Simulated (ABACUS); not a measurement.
**Run report: HgTe, band-structure run (part 1 of 2)**

- system: HgTe (F-43m, 2 atoms in the cell)
- method: Kohn-Sham DFT of a periodic cell, r2SCAN, SG15 ONCV 1.2 PBE, no spin polarisation (ABACUS 3.10.1)

The structure derives from an entry of the Crystallography Open Database.

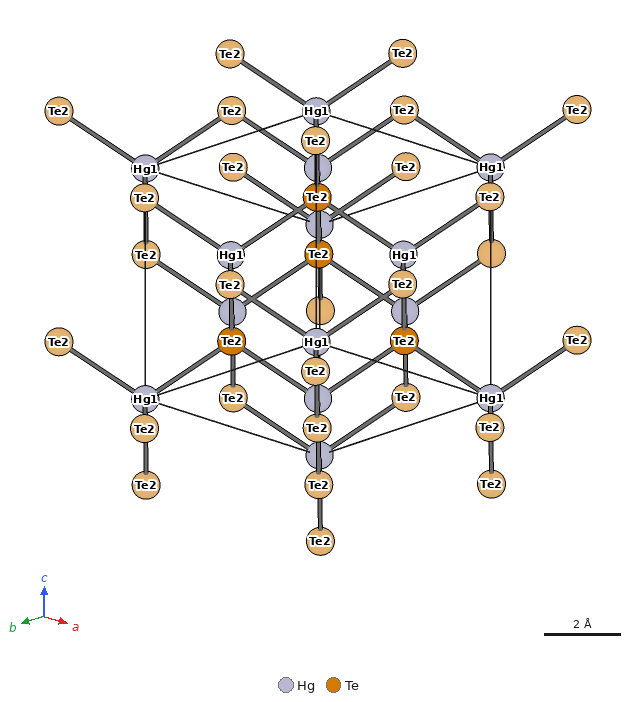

The structure (ball-and-stick view of the cell 4 times as large as that of the calculation, set on its symmetry axes, seen at an oblique angle; neighbours outside the cell are drawn fainter; atoms are numbered from 1 in the order of the input). An atom can appear more than once, as a periodic image. Near neighbours in the periodic cell (some may lie outside the picture): Hg has 4 Te at 2.78 Å; Te has 4 Hg at 2.78 Å.

### Input
```python
"""ABACUS run from a structure file: ASE reads it, the script writes STRU, KPT and INPUT."""
import re
import subprocess
import spglib
from ase import Atoms
from ase.io import read
from ase.units import Bohr

atoms = read("HgTe.cif")
cell, frac, numbers = spglib.standardize_cell((atoms.cell[:], atoms.get_scaled_positions(), atoms.numbers), to_primitive=True, symprec=1e-4)
atoms = Atoms(numbers=numbers, cell=cell, scaled_positions=frac, pbc=True)  # the primitive cell
atoms = atoms[(-atoms.numbers).argsort(kind="stable")]  # ABACUS lists atoms element by element
pseudo = {'Hg': 'Hg_ONCV_PBE-1.2.upf', 'Te': 'Te_ONCV_PBE-1.2.upf'}
orbital = {}
magmoms = None
kmesh = [4, 4, 4]
params = {
    'suffix': 'HgTe',
    'calculation': 'scf',
    'basis_type': 'pw',
    'pseudo_dir': './',
    'symmetry': 1,
    'dft_functional': 'MGGA_X_R2SCAN+MGGA_C_R2SCAN',
    'ecutwfc': 96,
    'pseudo_rcut': 7,
    'nspin': 1,
    'nbands': 28,
    'ks_solver': 'dav',
    'smearing_method': 'fd',
    'smearing_sigma': 0.00367493,
    'scf_thr': 1e-08,
    'scf_nmax': 100,
    'mixing_type': 'broyden',
    'mixing_beta': 0.7,
    'cal_force': 1,
    'cal_stress': 1,
    'mixing_tau': 1,
    'out_chg': 1,
    'out_pot': 2,
    'out_elf': 1,
}

symbols = atoms.get_chemical_symbols()
elements = list(dict.fromkeys(symbols))
lines = ["ATOMIC_SPECIES"] + [f"{e} {atoms.get_masses()[symbols.index(e)]:.4f} {pseudo[e]}" for e in elements]
if orbital:
    lines += ["", "NUMERICAL_ORBITAL"] + [orbital[e] for e in elements]
lines += ["", "LATTICE_CONSTANT", f"{1 / Bohr:.10f}", "", "LATTICE_VECTORS"]
lines += [" ".join(f"{x:.10f}" for x in v) for v in atoms.cell]
lines += ["", "ATOMIC_POSITIONS", "Direct"]
for e in elements:
    lines += ["", e, "0.0", str(symbols.count(e))]
    for i, p in enumerate(atoms.get_scaled_positions(wrap=False)):
        if symbols[i] == e:
            mag = "" if magmoms is None else " mag " + " ".join(str(x) for x in (magmoms[i] if isinstance(magmoms[i], list) else [magmoms[i]]))
            lines.append(" ".join(f"{x:.10f}" for x in p) + " 1 1 1" + mag)
open("STRU", "w").write("\n".join(lines) + "\n")
open("KPT", "w").write("K_POINTS\n0\nGamma\n%d %d %d 0 0 0\n" % tuple(kmesh))
open("INPUT", "w").write("INPUT_PARAMETERS\n" + "".join(f"{k:<20s}{v}\n" for k, v in params.items()))

done = subprocess.run(['mpirun', '-np', '4', 'abacus'])
if done.returncode:
    raise SystemExit(done.returncode)
log = open("OUT.HgTe/running_scf.log").read()
print("final energy (eV):", re.findall(r"FINAL_ETOT_IS (\S+)", log))
```

### File HgTe.cif
```
data_HgTe
_cell_length_a 6.42900000
_cell_length_b 6.42900000
_cell_length_c 6.42900000
_cell_angle_alpha 90.00000000
_cell_angle_beta 90.00000000
_cell_angle_gamma 90.00000000
_space_group_name_H-M_alt 'F-43m'
_space_group_name_Hall 'F -4 2 3'
_space_group_IT_number 216
loop_
_space_group_symop_operation_xyz
'x,y,z'
'y,-x,-z'
'-x,-y,z'
'-y,x,-z'
'x,-y,-z'
'y,x,z'
'-x,y,-z'
'-y,-x,z'
'z,x,y'
'-z,y,-x'
'z,-x,-y'
'-z,-y,x'
'-z,x,-y'
'z,y,x'
'-z,-x,y'
'z,-y,-x'
'y,z,x'
'-x,-z,y'
'-y,z,-x'
'x,-z,-y'
'-y,-z,x'
'x,z,y'
'y,-z,-x'
'-x,z,-y'
'x,y+1/2,z+1/2'
'y,-x+1/2,-z+1/2'
'-x,-y+1/2,z+1/2'
'-y,x+1/2,-z+1/2'
'x,-y+1/2,-z+1/2'
'y,x+1/2,z+1/2'
'-x,y+1/2,-z+1/2'
'-y,-x+1/2,z+1/2'
'z,x+1/2,y+1/2'
'-z,y+1/2,-x+1/2'
'z,-x+1/2,-y+1/2'
'-z,-y+1/2,x+1/2'
'-z,x+1/2,-y+1/2'
'z,y+1/2,x+1/2'
'-z,-x+1/2,y+1/2'
'z,-y+1/2,-x+1/2'
'y,z+1/2,x+1/2'
'-x,-z+1/2,y+1/2'
'-y,z+1/2,-x+1/2'
'x,-z+1/2,-y+1/2'
'-y,-z+1/2,x+1/2'
'x,z+1/2,y+1/2'
'y,-z+1/2,-x+1/2'
'-x,z+1/2,-y+1/2'
'x+1/2,y,z+1/2'
'y+1/2,-x,-z+1/2'
'-x+1/2,-y,z+1/2'
'-y+1/2,x,-z+1/2'
'x+1/2,-y,-z+1/2'
'y+1/2,x,z+1/2'
'-x+1/2,y,-z+1/2'
'-y+1/2,-x,z+1/2'
'z+1/2,x,y+1/2'
'-z+1/2,y,-x+1/2'
'z+1/2,-x,-y+1/2'
'-z+1/2,-y,x+1/2'
'-z+1/2,x,-y+1/2'
'z+1/2,y,x+1/2'
'-z+1/2,-x,y+1/2'
'z+1/2,-y,-x+1/2'
'y+1/2,z,x+1/2'
'-x+1/2,-z,y+1/2'
'-y+1/2,z,-x+1/2'
'x+1/2,-z,-y+1/2'
'-y+1/2,-z,x+1/2'
'x+1/2,z,y+1/2'
'y+1/2,-z,-x+1/2'
'-x+1/2,z,-y+1/2'
'x+1/2,y+1/2,z'
'y+1/2,-x+1/2,-z'
'-x+1/2,-y+1/2,z'
'-y+1/2,x+1/2,-z'
'x+1/2,-y+1/2,-z'
'y+1/2,x+1/2,z'
'-x+1/2,y+1/2,-z'
'-y+1/2,-x+1/2,z'
'z+1/2,x+1/2,y'
'-z+1/2,y+1/2,-x'
'z+1/2,-x+1/2,-y'
'-z+1/2,-y+1/2,x'
'-z+1/2,x+1/2,-y'
'z+1/2,y+1/2,x'
'-z+1/2,-x+1/2,y'
'z+1/2,-y+1/2,-x'
'y+1/2,z+1/2,x'
'-x+1/2,-z+1/2,y'
'-y+1/2,z+1/2,-x'
'x+1/2,-z+1/2,-y'
'-y+1/2,-z+1/2,x'
'x+1/2,z+1/2,y'
'y+1/2,-z+1/2,-x'
'-x+1/2,z+1/2,-y'
loop_
_atom_site_label
_atom_site_type_symbol
_atom_site_symmetry_multiplicity
_atom_site_Wyckoff_symbol
_atom_site_fract_x
_atom_site_fract_y
_atom_site_fract_z
_atom_site_occupancy
Hg1 Hg 4 a 0.0000000000 0.0000000000 0.0000000000 1
Te1 Te 4 c 0.2500000000 0.2500000000 0.2500000000 1
```

### File INPUT
```
INPUT_PARAMETERS
suffix              HgTe
calculation         scf
basis_type          pw
pseudo_dir          ./
symmetry            1
dft_functional      MGGA_X_R2SCAN+MGGA_C_R2SCAN
ecutwfc             96
pseudo_rcut         7
nspin               1
nbands              28
ks_solver           dav
smearing_method     fd
smearing_sigma      0.00367493
scf_thr             1e-08
scf_nmax            100
mixing_type         broyden
mixing_beta         0.7
cal_force           1
cal_stress          1
mixing_tau          1
out_chg             1
out_pot             2
out_elf             1
```

### File STRU
```
ATOMIC_SPECIES
Hg 200.5920 Hg_ONCV_PBE-1.2.upf
Te 127.6000 Te_ONCV_PBE-1.2.upf

LATTICE_CONSTANT
1.8897261258

LATTICE_VECTORS
0.0000000000 3.2145000000 3.2145000000
3.2145000000 0.0000000000 3.2145000000
3.2145000000 3.2145000000 0.0000000000

ATOMIC_POSITIONS
Direct

Hg
0.0
1
0.0000000000 0.0000000000 -0.0000000000 1 1 1

Te
0.0
1
0.2500000000 0.2500000000 0.2500000000 1 1 1
```

### File KPT
```
K_POINTS
0
Gamma
4 4 4 0 0 0
```

Launch command:
```bash
OMP_NUM_THREADS=1 python run_abacus.py > log
```

### Output
```
ABACUS v3.10.1

               Atomic-orbital Based Ab-initio Computation at UStc

 ------------------------------------------------------------------------------------

 READING GENERAL INFORMATION
                           global_out_dir = OUT.HgTe/
                           global_in_card = INPUT
                               pseudo_dir = ./
                              orbital_dir =
                                    DSIZE = 4
                                    GSIZE = 1

 READING UNITCELL INFORMATION
                                    ntype = 2
                  lattice constant (Bohr) = 1.88973
              lattice constant (Angstrom) = 1

 READING ATOM TYPE 1
                               atom label = Hg
                      L=0, number of zeta = 1
                      L=1, number of zeta = 1
                      L=2, number of zeta = 1
             number of atom for this type = 1

 READING ATOM TYPE 2
                               atom label = Te
                      L=0, number of zeta = 1
                      L=1, number of zeta = 1
                      L=2, number of zeta = 1
             number of atom for this type = 1

                        TOTAL ATOM NUMBER = 2
DIRECT COORDINATES
    atom                   x                   y                   z     mag                  vx                  vy                  vz
taud_Hg1            0.0000000000        0.0000000000        0.0000000000  0.0000        0.0000000000        0.0000000000        0.0000000000
taud_Te1            0.2500000000        0.2500000000        0.2500000000  0.0000        0.0000000000        0.0000000000        0.0000000000

                          Volume (Bohr^3) = 448.298
                             Volume (A^3) = 66.4308

 Lattice vectors: (Cartesian coordinate: in unit of a_0)
                   +0             +3.2145             +3.2145
              +3.2145                  +0             +3.2145
              +3.2145             +3.2145                  +0
 Reciprocal vectors: (Cartesian coordinate: in unit of 2 pi/a_0)
            -0.155545           +0.155545           +0.155545
            +0.155545           -0.155545           +0.155545
            +0.155545           +0.155545           -0.155545
 The esolver type has been set to : ksdft_pw

                PAO radial cut off (Bohr) = 7

 Read in pseudopotential file is Hg_ONCV_PBE-1.2.upf
                     pseudopotential type = NC
          exchange-correlation functional = PBE
                 nonlocal core correction = 0
                        valence electrons = 20
                                     lmax = 3
                           number of zeta = 0
                     number of projectors = 8
                           L of projector = 0
                           L of projector = 0
                           L of projector = 1
                           L of projector = 1
                           L of projector = 2
                           L of projector = 2
                           L of projector = 3
                           L of projector = 3
 XC functional updated to : MGGA_X_R2SCAN+MGGA_C_R2SCAN
          exchange-correlation functional = MGGA_X_R2SCAN+MGGA_C_R2SCAN
                PAO radial cut off (Bohr) = 7

 Read in pseudopotential file is Te_ONCV_PBE-1.2.upf
                     pseudopotential type = NC
          exchange-correlation functional = PBE
                 nonlocal core correction = 0
                        valence electrons = 16
                                     lmax = 2
                           number of zeta = 0
                     number of projectors = 6
                           L of projector = 0
                           L of projector = 0
                           L of projector = 1
                           L of projector = 1
                           L of projector = 2
                           L of projector = 2
 XC functional updated to : MGGA_X_R2SCAN+MGGA_C_R2SCAN
          exchange-correlation functional = MGGA_X_R2SCAN+MGGA_C_R2SCAN
     initial pseudo atomic orbital number = 0

 SETUP THE ELECTRONS NUMBER
            electron number of element Hg = 20
      total electron number of element Hg = 20
            electron number of element Te = 16
      total electron number of element Te = 16
            AUTOSET number of electrons:  = 36
                           occupied bands = 18
                                   NBANDS = 28
                                   NLOCAL = 18

%%%%%%%%%%%%%%%%%%%%%%%%%%%%%%%%%%%%%%%%%%%%%%%%%%%%%%%%%%%%%%%%%%%%%%%%%%%%%%%%%%%%%%%%%%%%%%%%%%%%%%%%%%
 Warning: the number of valence electrons in pseudopotential > 12 for Hg: [Xe] 4f14 5d10 6s2
 Warning: the number of valence electrons in pseudopotential > 6 for Te: [Kr] 4d10 5s2 5p4
 Pseudopotentials with additional electrons can yield (more) accurate outcomes, but may be less efficient.
 If you're confident that your chosen pseudopotential is appropriate, you can safely ignore this warning.
%%%%%%%%%%%%%%%%%%%%%%%%%%%%%%%%%%%%%%%%%%%%%%%%%%%%%%%%%%%%%%%%%%%%%%%%%%%%%%%%%%%%%%%%%%%%%%%%%%%%%%%%%%

 SETUP THE PLANE WAVE BASIS
 energy cutoff for charge/potential (unit:Ry) = 384
            fft grid for charge/potential = [ 54, 54, 54 ]
                        fft grid division = [ 1, 1, 1 ]
        big fft grid for charge/potential = [ 54, 54, 54 ]
                                     nbxx = 40824
                                     nrxx = 40824

 SETUP PLANE WAVES FOR CHARGE/POTENTIAL
                    number of plane waves = 57001
                         number of sticks = 1945

 PARALLEL PW FOR CHARGE/POTENTIAL
     PROC   COLUMNS(POT)             PW
        1            486          14249
        2            486          14249
        3            486          14249
        4            487          14254
 --------------- sum -------------------
        4           1945          57001
                            number of |g| = 479
                                  max |g| = 34.7188
                                  min |g| = 0.0725829

----------- Double Check Mixing Parameters Begin ------------
mixing_type: broyden
mixing_beta: 0.7
mixing_gg0: 1
mixing_gg0_min: 0.1
mixing_ndim: 8
----------- Double Check Mixing Parameters End ------------

 LATTICE VECTORS: (CARTESIAN COORDINATE: IN UNIT OF A0)
                   +0             +3.2145             +3.2145
              +3.2145                  +0             +3.2145
              +3.2145             +3.2145                  +0
                       right hand lattice = 1
                                   NORM_A = 4.54599
                                   NORM_B = 4.54599
                                   NORM_C = 4.54599
                           ALPHA (DEGREE) = 60
                           BETA  (DEGREE) = 60
                           GAMMA (DEGREE) = 60

 The lattice vectors have been changed (STRU_SIMPLE.cif)

(for optimal symmetric configuration:)
                             BRAVAIS TYPE = 3
                     BRAVAIS LATTICE NAME = 03. Cubic F (face-centered)
                                    ibrav = 3
                                    IBRAV = 3
                                  BRAVAIS = FACE CENTERED CUBIC
                       LATTICE CONSTANT A = 6.429
Original cell was already a primitive cell.
                        ROTATION MATRICES = 48
              PURE POINT GROUP OPERATIONS = 24
                   SPACE GROUP OPERATIONS = 24
                                       C2 = 3
                                       C3 = 8
                                       C4 = 0
                                       C6 = 0
                                       S1 = 6
                                       S3 = 0
                                       S4 = 6
                                       S6 = 0
                              POINT GROUP = T_d
                                       C2 = 3
                                       C3 = 8
                                       C4 = 0
                                       C6 = 0
                                       S1 = 6
                                       S3 = 0
                                       S4 = 6
                                       S6 = 0
               POINT GROUP IN SPACE GROUP = T_d

 SETUP K-POINTS
                                    nspin = 1
                   Input type of k points = Monkhorst-Pack(Gamma)
                                   nkstot = 64
                       right hand lattice = 1
(for reciprocal lattice: )
                             BRAVAIS TYPE = 2
                     BRAVAIS LATTICE NAME = 02. Cubic I (body-centered)
                                    ibrav = 2
                       right hand lattice = 1
(for k-lattice: )
                             BRAVAIS TYPE = 2
                     BRAVAIS LATTICE NAME = 02. Cubic I (body-centered)
                                    ibrav = 2
                       right hand lattice = 1
                        ROTATION MATRICES = 48
                               nkstot_ibz = 8
K-POINTS REDUCTION ACCORDING TO SYMMETRY
     IBZ    DIRECT_X    DIRECT_Y    DIRECT_Z  WEIGHT  ibz2bz
       1  0.00000000  0.00000000  0.00000000  0.0156       0
       2  0.25000000  0.25000000  0.25000000  0.1250       1
       3  0.50000000  0.50000000  0.50000000  0.0625       2
       4  0.25000000  0.25000000  0.00000000  0.0938       5
       5  0.50000000  0.50000000  0.25000000  0.3750       6
       6  0.50000000  0.25000000  0.25000000  0.1875       7
       7  0.50000000  0.50000000  0.00000000  0.0469      10
       8  0.50000000  0.25000000 -0.25000000  0.0938      27

                               nkstot now = 8
[... K-POINTS DIRECT COORDINATES: 8 rows ...]

           k-point number in this process = 8
       minimum distributed K point number = 8
[... stars of the k points ...]

[... K-POINTS CARTESIAN COORDINATES: 8 rows ...]

[... K-POINTS DIRECT COORDINATES: 8 rows ...]

 SETUP PLANE WAVES FOR WAVE FUNCTIONS
     energy cutoff for wavefunc (unit:Ry) = 96
              fft grid for wave functions = [ 54, 54, 54 ]
                    number of plane waves = 8393
                         number of sticks = 547
```
